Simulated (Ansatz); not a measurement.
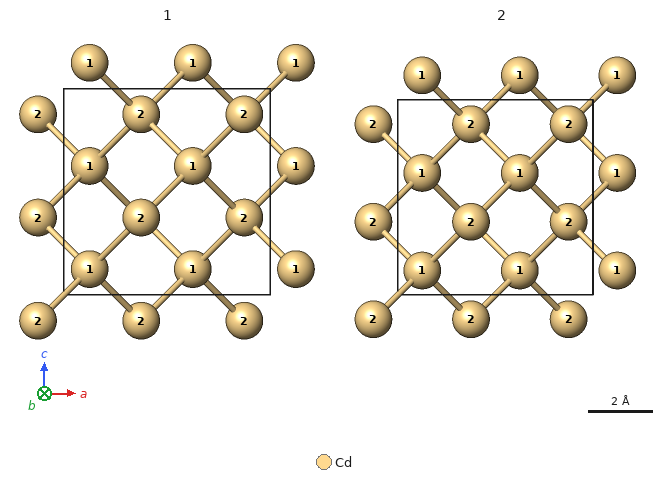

Two geometries of crystalline Cd (a generated structure, set up in Fd-3m), drawn at one scale. One is the start of a relaxation, the other its converged end. The picture is a ball-and-stick view of the conventional cell (4 times the calculation's cell), seen along the b axis. Lengths and directions refer to the drawn axes.

Method: Ansatz, DFT, r2SCAN, plane waves (500 eV) with PAW, scalar-relativistic. Settings: plane-wave cutoff 500 eV; k-point mesh 9 × 9 × 9; occupations fermi dirac; smearing width 0.1 eV; no spin polarisation; cell and atoms relaxed; force threshold 0.01 eV/Å; at most 60 steps.

### Which of the two is the end point?

Structure 1 is the relaxed one. Phase: diamond. After 4 accepted moves (6 points after the start) the energy has fallen by 82.3 meV per atom. All forces vanish by symmetry, so only the cell relaxes. Pressure: 5.94 GPa at the start and 0.00 GPa at the end. At 2 points the geometry stayed and the basis and grid were re-selected for the new cell (energy shift of 3.3 meV per atom at most each time). The atoms keep their places relative to the cell (all moves are under 0.005 Å). Cell: a = b = c 6.155 → 6.507 Å (+5.7 %). Volume +18.2 %. Near-neighbour distances that change, for instance: Cd1–Cd2 2.665 → 2.818 Å. The space group stays Fd-3m (No. 227). The run took 57 s on 1 thread of Intel(R) Xeon(R) Platinum 8259CL CPU @ 2.50GHz (Skylake/Cascade Lake), on a shared host, peak memory 0.77 GiB.
